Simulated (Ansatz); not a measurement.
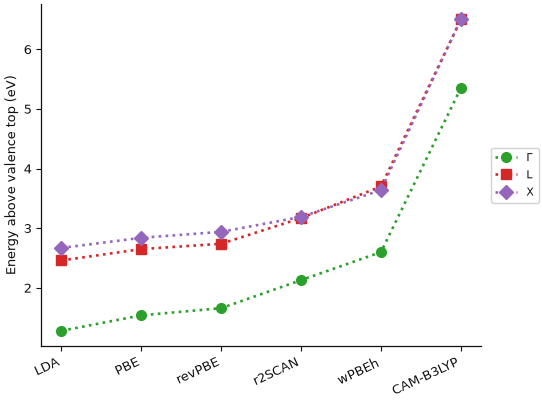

Lowest conduction level at each named k point, counted from the valence-band top at Γ, by several methods on one cell of zincblende ZnSe, space group F-43m (No. 216), 2 atoms in the primitive cell, volume scaled by a factor 0.94; cubic a = 5.552 Å. All runs are without spin-orbit coupling and carry no moments. The cell is at 7 GPa in PBE.

### Does CAM-B3LYP shift these levels rigidly from PBE?

The shifts are +3.81 eV at Γ, +3.85 eV at L and +3.66 eV at X, and at points that aren't plotted +3.89 eV (W): over the named points that both runs hold, a spread of 0.23 eV on a mean of 3.80 eV, so one shift describes them well.

### How do the methods rank at Γ?

From low to high: LDA 1.28, PBE 1.54, revPBE 1.66, r2SCAN 2.13, wPBEh 2.60, CAM-B3LYP 5.35 eV.

### Do the methods agree on which of these conduction levels is lowest?

Yes: all put it at Γ.

| method | program | Γ (eV) | L (eV) | X (eV) |
| --- | --- | --- | --- | --- |
| LDA | Ansatz LAPW | 1.28 | 2.46 | 2.67 |
| PBE | Ansatz | 1.54 | 2.65 | 2.84 |
| revPBE | Ansatz | 1.66 | 2.74 | 2.94 |
| r2SCAN | Ansatz | 2.13 | 3.17 | 3.19 |
| wPBEh | Ansatz | 2.60 | 3.70 | 3.64 |
| CAM-B3LYP | Ansatz | 5.35 | 6.50 | 6.50 |

Settings. LDA: all-electron LAPW, 8×8×8 k mesh, Fermi-Dirac smearing of 0.05 eV (Ansatz). PBE: Ansatz PAW, 8×8×8 k mesh, 420 eV cutoff, Fermi-Dirac smearing of 0.05 eV (Ansatz 0.2.0). revPBE: Ansatz PAW, 8×8×8 k mesh, 420 eV cutoff, Fermi-Dirac smearing of 0.05 eV (Ansatz 0.2.0). r2SCAN: r2SCAN with D4 dispersion, Ansatz PAW, 8×8×8 k mesh, 500 eV cutoff, Fermi-Dirac smearing of 0.05 eV (Ansatz 0.2.0). wPBEh: Ansatz PAW, 4×4×4 k mesh, 420 eV cutoff, Fermi-Dirac smearing of 0.05 eV (Ansatz 0.2.0). CAM-B3LYP: Ansatz PAW, 4×4×4 k mesh, 420 eV cutoff, Fermi-Dirac smearing of 0.05 eV (Ansatz).

These are six of the 18 methods that were run on this cell. Runs that lie over 0.07 eV from the median of the programs for their method weren't drawn. The runs come from different bases and meshes, which adds differences of its own. Spin-orbit coupling is left out, which matters for Se. LDA, GGA and most meta-GGA functionals understate gaps. revPBE, r2SCAN, wPBEh and CAM-B3LYP: the PAW data sets were made with another functional. wPBEh: the k mesh is coarse, so the values aren't converged. CAM-B3LYP: the k mesh is coarse, so the values aren't converged, least of all with exact exchange.
